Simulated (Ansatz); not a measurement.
## Band-structure calculation, with input and output: Se

- system: Se (3 atoms in the cell)
- method: DFT LDA, scalar-relativistic, plane waves, PAW, no spin polarisation (Ansatz 0.2.0)

The structure derives from an entry of the Crystallography Open Database. Figures and captions count atoms from 1; the log counts them from 0 in places.

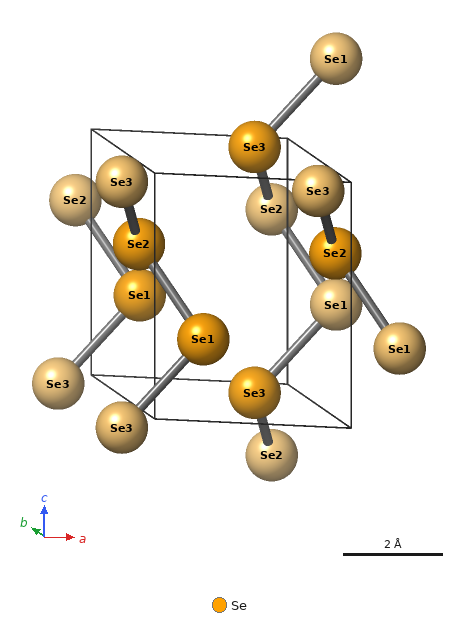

Fig. 1: The structure as given in the input (ball-and-stick view of the cell of the calculation, seen slightly off an axis; neighbours outside the cell are drawn fainter; atoms are numbered from 1 in the order of the input). An atom can appear more than once, as a periodic image. Near neighbours in the periodic cell (some may lie outside the picture): Se has 2 Se at 2.44 Å.

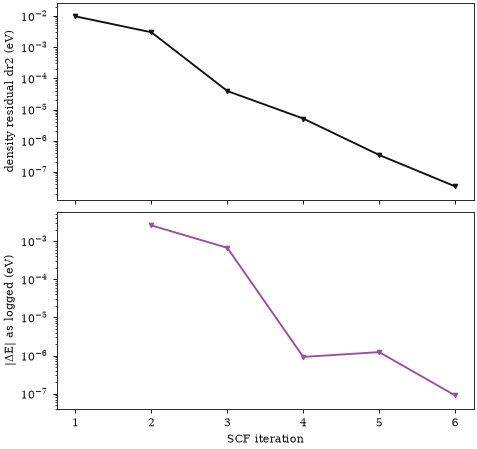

Fig. 2: Convergence of the self-consistent field: density residual dr2 and size of the energy change against the SCF iteration. The residual falls at every step.

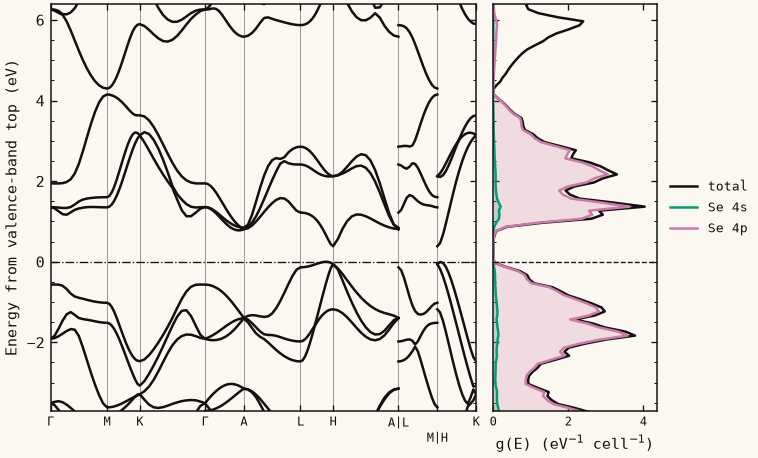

Fig. 3: Band structure along Γ–M–K–Γ–A–L–H–A|L–M|H–K and density of states (projected on Löwdin-orthogonalised atomic shells), with energies from the valence-band top. There is a gap of 0.39 eV on this path.

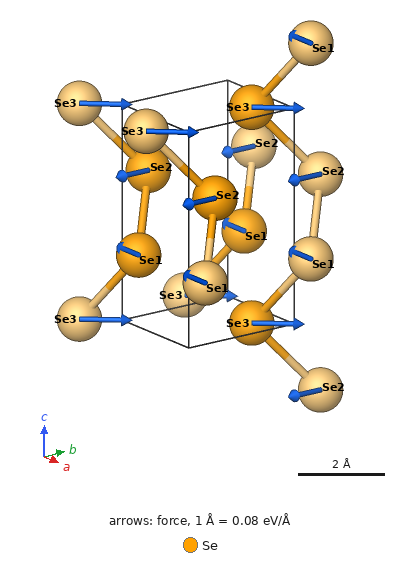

Fig. 4: Forces on the atoms as blue arrows (ball-and-stick view of the cell of the calculation, seen slightly off an axis; neighbours outside the cell are drawn fainter; atoms are numbered from 1 in the order of the input). The largest act on all 3 Se atoms (0.10 eV/Å). The geometry is not a stationary point of this energy.

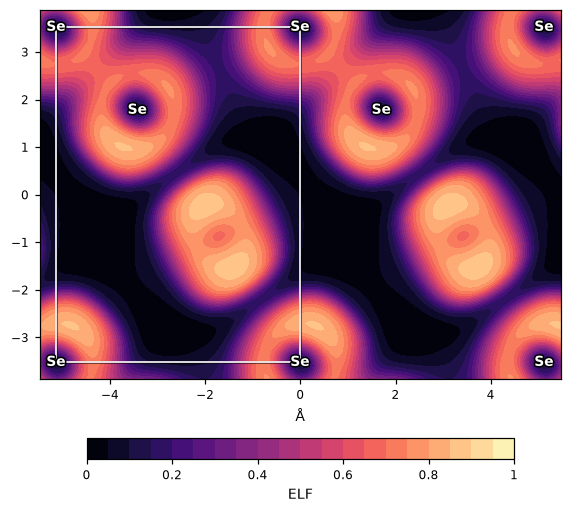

Fig. 5: Electron localisation function on the (110) plane of the conventional cell. Se–Se (2.44 Å): the ELF peaks at about 0.70 between the atoms. In a PAW calculation such maps are meaningful between the atoms, not at the nuclei.

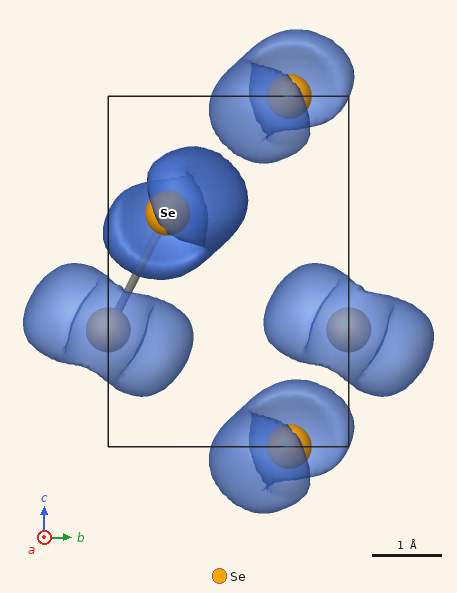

Fig. 6: Isosurface of the ELF at 0.75 (blue), seen along the a axis. Only the valence region is drawn (cores and ρ < 0.01 e/Å³ removed). Sticks mark near contacts. The outline is the cell set on symmetry axes. Along the contacts the grid gives the following. Se–Se (2.44 Å): the ELF peaks at about 0.70 between the atoms.

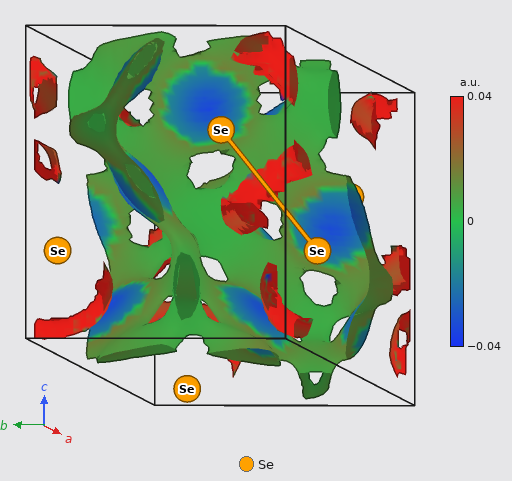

Fig. 7: Non-covalent interaction (NCI) plot: the surface where the reduced density gradient is 0.6, for densities under 0.05 a.u., coloured by sign(λ₂)ρ; seen at an oblique angle. The outline is the cell set on symmetry axes.

These pictures come from the run below.

Input file:
```yaml
crystal:
  lattice:
    - [4.066241468, 0.0, 0.0]
    - [-2.033120734, 3.5214684092, 0.0]
    - [0.0, 0.0, 5.1274762794]
  atoms:
    - { symbol: Se, position: [0.2475669261, 0.0, 0.3333333333] }
    - { symbol: Se, position: [0.0, 0.2475669261, 0.6666666667] }
    - { symbol: Se, position: [0.7524330739, 0.7524330739, 0.0] }
basis:
  ecutwfc: 420
kpoints:
  mp_grid: { grid: [12, 12, 8] }
  band_path:
    path:
      - [[0.0, 0.0, 0.0], [0.5, 0.0, 0.0], [0.33333333, 0.33333333, 0.0], [0.0, 0.0, 0.0], [0.0, 0.0, 0.5], [0.5, 0.0, 0.5], [0.33333333, 0.33333333, 0.5], [0.0, 0.0, 0.5]]
      - [[0.5, 0.0, 0.5], [0.5, 0.0, 0.0]]
      - [[0.33333333, 0.33333333, 0.5], [0.33333333, 0.33333333, 0.0]]
    npoints: 14
hamiltonian:
  xc: lda
scf:
  occupations: { method: gaussian, width: 0.02 }
  n_extra_bands: 7
output:
  forces: true
  stress: true
  eigenvalues: true
  populations: true
  dos: { projected: true, de: 0.02, nscf_kmesh: { grid: [18, 18, 12] } }
  bader: true
  write_density: true
  write_potential: true
  elf: true
  volumetric_format: npy
```

Launched with:
```bash
ansatz run input.yaml --threads 1 --pin off --max-ram 2560MiB --backend cpu --events-out ev --progress --plain --runs-dir out
```

What the program printed:
```
scf.n_extra_bands = 7 over 24 filled bands (N_el = 48.0): the run solves 31 bands
Engine: ansatz 0.2.0, aarch64-unknown-linux-gnu
Pseudopotentials: kind: paw
Pseudopotential: Se, paw, valence charge 16, recommended cutoff 420 eV (normal), Se.paw.azcp
Functional definition: SPW92
  exchange = slater_x
  correlation = pw_c
Crystal: 3 atoms, lattice volume = 73.421 Å³
Basis set: ecut = 420 eV, 1421 PW (Γ)
Bands: 31, of which v1, the nominal top of the filled ones, is band 24 counted from 1 (23 counted from 0)
Symmetry: 6 space group operations
Space group: P3121 (ITA 152), of the structure as read, at distance tolerance 4.2e-5 Å
k-points: 131 of 1152 (time reversal used)
Non-local potential: Se, projectors of the file, l = 0: 2, l = 1: 2, l = 2: 3, l = 3: 1
PAW form: soft (Blöchl's): semilocal exchange-correlation on the pseudo side does not see the compensation charge
PAW frozen core: Se, regenerated for the run's functional, and the local potential with it (the file was generated under x = pbe(κ = 0.804, μ = 0.2195149727645171), c = pbe(β = 0.06672455060314922))
PAW one-centre angular grid: Se, 590 points (default); XC on 64 Gauss nodes
Initial density: superposition of atomic densities (neutral atoms: chi_scale 0, normalization atom), corrected by the library's trained network
Initial wavefunctions: pseudopotential atomic-orbital guess
Functional: x = slater, c = lda
SCF iter   1: F=—  HF=-16149.755056 eV  |F-HF|=—  |Δ(HF+E_count)|=         —  Δρ=5.38e-3  dr2=9.71e-3  ethr=1.77e-3  ⟨swp⟩=6.3  Hψ=17797  notcnv=0  defer=1
preconditioner: auto → Resta (q_TF=auto, 2.542 Å⁻¹)  ε∞=3.4  [insulator: Δε(μ)=0.423 eV  Ē_g=11.795 eV  σ=0.020 eV  W_gap=1.00  n_scr=22 (ndim 8)  ℏωp=18.4 eV  f_vac=0.043  D(μ)=0.00/eV (n_scr^D=0)  ε∞_Penn≈3.4]
SCF iter   2: F=—  HF=-16149.752475 eV  |F-HF|=—  |Δ(HF+E_count)|=   2.58e-3  Δρ=2.88e-3  dr2=3.00e-3  ethr=2.02e-5  ⟨swp⟩=2.0  Hψ=5634  notcnv=0  defer=241
SCF iter   3: F=—  HF=-16149.751807 eV  |F-HF|=—  |Δ(HF+E_count)|=   6.68e-4  Δρ=2.21e-4  dr2=3.92e-5  ethr=6.24e-6  ⟨swp⟩=2.0  Hψ=5539  notcnv=0  defer=241
SCF iter   4: F=—  HF=-16149.751808 eV  |F-HF|=—  |Δ(HF+E_count)|=   9.20e-7  Δρ=8.33e-5  dr2=5.13e-6  ethr=8.17e-8  ⟨swp⟩=2.1  Hψ=6500  notcnv=0  defer=241
SCF iter   5: F=—  HF=-16149.751809 eV  |F-HF|=—  |Δ(HF+E_count)|=   1.23e-6  Δρ=2.02e-5  dr2=3.48e-7  ethr=1.07e-8  ⟨swp⟩=2.0  Hψ=6702  notcnv=0  defer=241
SCF iter   6: F=-16149.751809 eV  HF=-16149.751809 eV  |F-HF|=3.77e-8  |Δ(HF+E_count)|=   9.01e-8  Δρ=6.33e-6  dr2=3.43e-8  ethr=2.08e-10  ⟨swp⟩=11.4  Hψ=34752  notcnv=0
SCF 1 converged in 6 iterations: F = -16149.751809 eV  dr2 = 3.43e-8
  greatest PAW one-centre occupation: 1.000 electrons in one spin orbital (limit 2), on the Se atom at site 0 (counted from 0), in its partial waves of l = 2
NSCF: frozen V_eff on 129 k-points
NSCF: frozen V_eff on 394 k-points
SCF converged after 6 iterations
Free energy (F): -16149.751809 eV
Harris-Foulkes:  -16149.751809 eV  (|F-HF|=3.77e-8)
Internal energy: -16149.751809 eV  (E = F + TS)
E sigma→0 (E₀):  -16149.751809 eV
Fermi energy:    8.308813 eV
--- Per-component energies (eV) ---
  E_band       = -1180.051178
  E_kinetic    = 352.773991
  E_local      = -7218.005970  (includes V_loc(G=0)·N_el)
  E_nonlocal   = -1763.099990
  E_hartree    = 3552.970094
  E_xc         = -309.194470
  E_vxc        = -293.315705  (∫ρ·V_xc dr)
  E_paw        = -5483.129225  (= ΣΔE_a)
  E_vpaw       = 635.654771  (= ΣTr[D̂ρ^β])
  E_aug_tail   = -0.001837  (compensation charges beyond the density's cutoff)
  E_ewald      = -5288.716488
  E_core_change = 6.652087  (= ΣΔE_core)
  E_smearing   = -0.000000  (= −TS)
  E_closure    = 0.000000  (closes the sum)
  Σ components = -16149.751809   (vs F -16149.751809, Δ=0.00e0)
--- Forces (eV/Å), atoms counted from 1 ---
  atom   1  Se    -0.10072790    -0.00000000     0.00000000
  atom   2  Se     0.05036395    -0.08723292    -0.00000000
  atom   3  Se     0.05036395     0.08723292     0.00000000
  max |Σ_I F_I| component: 4.86e-17 eV/Å
--- Stress (GPa, compression-positive) ---
       -2.029732       0.000000      -0.000000
       -0.000000      -2.029732       0.000000
       -0.000000       0.000000      -2.417330
  P = ⅓ Tr σ = -2.1589 GPa (-21.589 kbar)
--- Band table (eV; the first three rows and the last of 131) ---
  k-point 0: bands = ["-40.4463", "-40.4463", "-40.4183", "-40.4140", "-40.4140", "-40.3768", "-40.2612", "-40.2574", "-40.2574", "-40.2194", "-40.2194", "-40.2179", "-40.1897", "-40.1725", "-40.1725", "-7.9039", "-3.8803", "-3.8803", "4.4415", "4.6318", "4.6318", "6.2300", "6.2300", "7.5745", "9.4986", "9.4986", "10.0872", "14.4050", "14.4050", "14.7520", "16.4904"]
  k-point 1: bands = ["-40.4521", "-40.4398", "-40.4186", "-40.4164", "-40.4108", "-40.3781", "-40.2612", "-40.2583", "-40.2565", "-40.2198", "-40.2190", "-40.2179", "-40.1891", "-40.1743", "-40.1711", "-7.8335", "-4.7166", "-3.0421", "4.2913", "4.4883", "4.9023", "6.1961", "6.3493", "7.5168", "9.3736", "9.4038", "9.9051", "14.4265", "14.7106", "15.0952", "15.7656"]
  k-point 2: bands = ["-40.4566", "-40.4334", "-40.4196", "-40.4181", "-40.4065", "-40.3820", "-40.2610", "-40.2592", "-40.2557", "-40.2202", "-40.2186", "-40.2180", "-40.1875", "-40.1766", "-40.1701", "-7.6232", "-5.5019", "-2.2791", "3.9166", "4.6199", "5.0730", "6.2675", "6.5184", "7.3435", "9.1233", "9.2050", "9.5169", "14.1832", "15.2207", "15.4659", "15.9331"]
  k-point 130: bands = ["-40.4602", "-40.4236", "-40.4236", "-40.4189", "-40.3944", "-40.3944", "-40.2607", "-40.2607", "-40.2545", "-40.2217", "-40.2176", "-40.2176", "-40.1847", "-40.1847", "-40.1654", "-5.9888", "-5.9888", "-3.2397", "2.1770", "2.6136", "2.6136", "6.9621", "8.0832", "8.0832", "8.5264", "10.2637", "10.2637", "15.1478", "16.5007", "16.5007", "16.8035"]
--- Löwdin populations: 3 sites ---
  site symbol       q [e]
     0     Se     15.9552
     1     Se     15.9552
     2     Se     15.9552
  spilling = 0.002797 (of n_electrons = 48.000000)
--- Bader charges: 3 sites ---
  site symbol  charge [e]  shift [e]
     0     Se      0.0000     0.0000
     1     Se      0.0000     0.0000
     2     Se      0.0000     0.0000
  estimated error of the sums over rays = 2.1e-4 e
```

File bader_charges.tsv:
```
# site	symbol	x_ang	y_ang	z_ang	partial_charge_e	electrons	volume_ang3	relative_density_drop	shared_charge_e	partial_wave_shift_e
# quadrature_error_electrons = 2.1e-4
0	Se	1.0067	0.0000	1.7092	0.00001	33.99999	24.47	-	0.00001	0.00000
1	Se	-0.5033	0.8718	3.4183	0.00000	34.00000	24.47	-	0.00000	0.00000
2	Se	1.5298	2.6497	0.0000	-0.00001	34.00001	24.47	-	-0.00001	0.00000
```

Summary:

- outcome: converged
- space group (tolerance 0.01 Å): P3₁21 (152)
- electrons treated: 48
- free energy: −16149.7518 eV
- Fermi energy: 8.309 eV
- gap on the k-point mesh: 0.44 eV
- gap on the band path: 0.38 eV
- pressure: −2.16 GPa
- largest force (length of the vector): 0.101 eV/Å
- hardware: 1 thread of Arm Neoverse V1, 24 GiB of memory available, shared host
- wall time: 2.1 min
- peak memory: 0.7 GiB
